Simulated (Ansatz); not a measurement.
System: GaO, space group P-6m2 (No. 187) (cell built by us, not taken from a database).

The given structure:
```yaml
crystal:
  lattice:
    - [3.10081, 0.00000, 0.00000]
    - [-1.55041, 2.68538, 0.00000]
    - [0.00000, 0.00000, 14.66291]
  atoms:
    - { symbol: Ga, position: [0.33333, 0.66667, 0.41459] }
    - { symbol: Ga, position: [0.33333, 0.66667, 0.58541] }
    - { symbol: Ga, position: [0.00000, 0.00000, 0.08542] }
    - { symbol: Ga, position: [0.00000, 0.00000, 0.91458] }
    - { symbol: O, position: [0.66667, 0.33333, 0.13530] }
    - { symbol: O, position: [0.66667, 0.33333, 0.86470] }
    - { symbol: O, position: [0.00000, 0.00000, 0.36468] }
    - { symbol: O, position: [0.00000, 0.00000, 0.63532] }
```

Input of one of the runs behind the figure:
```
crystal:
  lattice:
    - [3.1008134152, 0.0, 0.0]
    - [-1.5504067076, 2.68538319, 0.0]
    - [0.0, 0.0, 14.6629063548]
  atoms:
    - { symbol: Ga, position: [0.3333333333, 0.6666666667, 0.4145853932] }
    - { symbol: Ga, position: [0.3333333333, 0.6666666667, 0.5854146068] }
    - { symbol: Ga, position: [0.0, 0.0, 0.0854153237] }
    - { symbol: Ga, position: [0.0, 0.0, 0.9145846763] }
    - { symbol: O, position: [0.6666666667, 0.3333333333, 0.1352978256] }
    - { symbol: O, position: [0.6666666667, 0.3333333333, 0.8647021744] }
    - { symbol: O, position: [0.0, 0.0, 0.3646762289] }
    - { symbol: O, position: [0.0, 0.0, 0.6353237711] }
basis:
  ecutwfc: 420
kpoints:
  mp_grid: { grid: [12, 12, 2] }
hamiltonian:
  xc: pbe
scf:
  occupations: { method: fixed }
output:
  eigenvalues: true
phonons:
  method: dfpt
  dielectric: true
  rigid_motions: translations
  eigenvectors: true
```

Launched with:
```bash
ansatz run input.yaml --threads 2 --pin off --max-ram 6144MiB --backend cpu --events-out ev --progress --plain --runs-dir out
```

Method: mode Grüneisen parameters, minus d ln(frequency) over d ln(volume), from cells at 0.98 and 1.02 times the rest volume with shape and atoms relaxed, modes matched by rank; plane waves with PAW datasets, Γ-centred k mesh (Ansatz 0.2.0). Level: PBE, no spin polarisation.

wave cutoff 420 eV; k mesh 12×12×2; occupations fixed; phonon method linear response; q mesh 1×1×1.

Describe the result: the mode Grüneisen parameters against frequency.

They run from −0.43 to 11.09; 1 of the 21 modes have negative values and soften under compression.

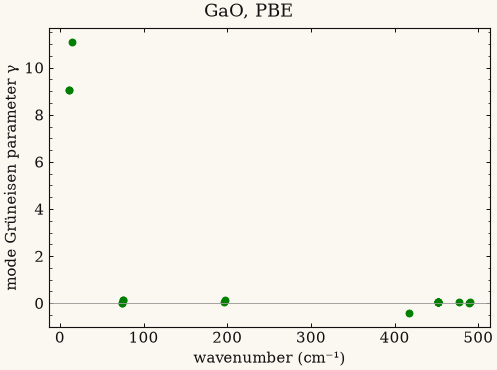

Limits of the calculation: field response not converged on the k mesh; weakly bound, no dispersion correction.
